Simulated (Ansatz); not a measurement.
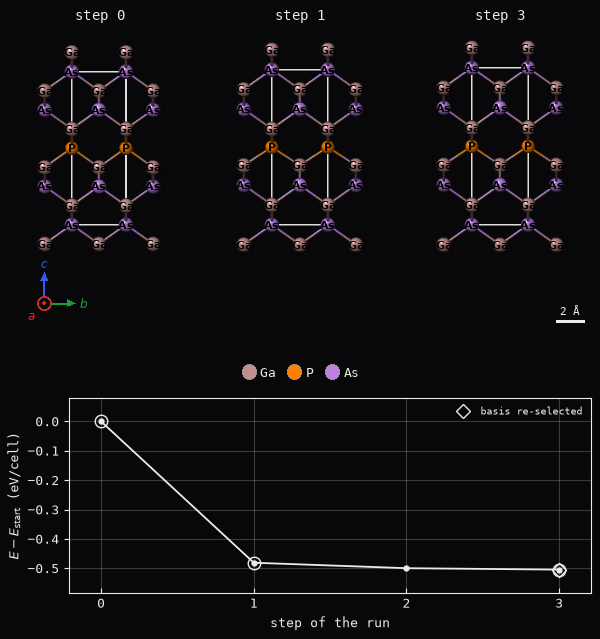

Frames of a relaxation of crystalline Ga₄As₃P (a generated structure, set up in P-4m2) (coarse preliminary run), marked on the history of the run. The picture is a ball-and-stick view of the cell of the calculation, seen along the a axis.

Method: DFT PBE, scalar-relativistic, plane waves, PAW (Ansatz). Settings: plane-wave cutoff 420 eV; k-point mesh 4 × 4 × 2; occupations gaussian; smearing width 0.1 eV; no spin polarisation; cell and atoms relaxed; force threshold 0.04 eV/Å; at most 70 steps.

Q: Describe the path.

A: The largest moves relative to the cell, 0.072 Å, are those of Ga atoms. Largest moves by element: Ga 0.072 Å, As 0.047 Å. P stays in place. Cell: a = b 3.885 → 4.036 Å (+3.9 %), c 10.988 → 11.258 Å (+2.5 %). Volume +10.6 %. Near-neighbour distances that change, for instance: As–Ga 2.379 → 2.474 Å, Ga–P 2.379 → 2.420 Å. Among the angles between lasting bonds that change: P–Ga–P 109.5° → 113.0°, Ga–P–Ga 109.5° → 113.0°. The space group stays P-4m2 (No. 115). After 2 accepted moves (3 points after the start) the energy has fallen by 0.504 eV per cell of the calculation. The largest force component goes from 0.83 to 0.04 eV/Å. Pressure: 8.62 GPa at the start and 0.14 GPa at the end. At 1 point the geometry stayed and the basis and grid were re-selected for the new cell (energy shift of 4.8 meV per cell of the calculation at most each time). From step 0 to 1: Ga atoms move most (0.08 Å), volume +8.3 %, energy −0.481 eV per cell of the calculation. From step 1 to 3: volume +2.1 %, energy −23.5 meV per cell of the calculation.
